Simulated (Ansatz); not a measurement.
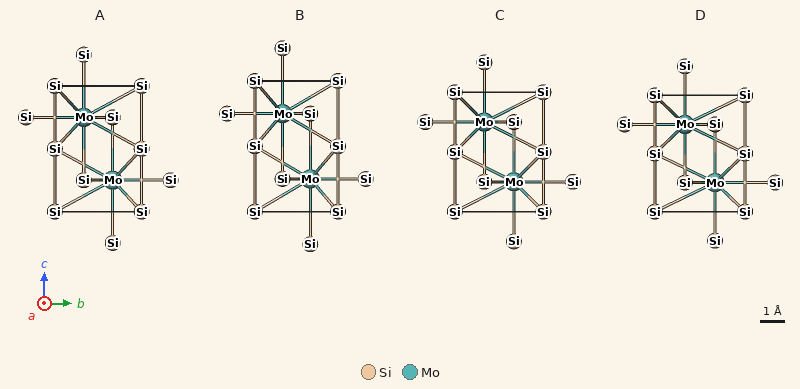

4 geometries from one relaxation of solid Si$_{2}$Mo (built on the Cs2Pt-194 type type), in shuffled order. The picture is a ball-and-stick view of the cell of the calculation, seen along the a axis.

Computed with DFT, PBEsol, plane waves, PAW in Ansatz 0.2.0. Set-up: plane-wave cutoff 420 eV; k-point mesh 6 × 6 × 4; occupations fermi dirac; smearing width 0.03 eV; no spin polarisation; cell and atoms relaxed; force threshold 0.01 eV/Å; at most 120 steps.

> Order the frames from highest to lowest energy.

B, A, C, D. They are steps 0, 1, 2, 8, at +1.130 eV per cell of the calculation, +0.411 eV per cell of the calculation, +81.3 meV per cell of the calculation relative to the last. No atom moves by more than 0.005 Å relative to the cell. The volume changes by +4.8 %, with a = b 4.078 → 4.428 Å (+8.6 %), c 5.546 → 4.932 Å (−11.1 %). Some distances before and after: Mo–Si 2.773 → 2.466 Å, Si–Si 2.773 → 2.466 Å, Mo–Si 2.354 → 2.556 Å, Mo–Si 2.732 → 2.838 Å. The space group stays P6_3/mmc (No. 194). Over 5 accepted moves (8 points after the start) the energy falls by 1.130 eV per cell of the calculation. All forces vanish by symmetry, so only the cell relaxes. The pressure goes from 14.23 to 0.00 GPa. The line search rejected the trial step at point 3 of the run. At 2 points the geometry stayed and the basis and grid were re-selected for the new cell (energy shift of 5.8 meV per cell of the calculation at most each time). Cost: 12 s on 2 threads of Arm Neoverse V2, on a shared host, peak memory 0.38 GiB.
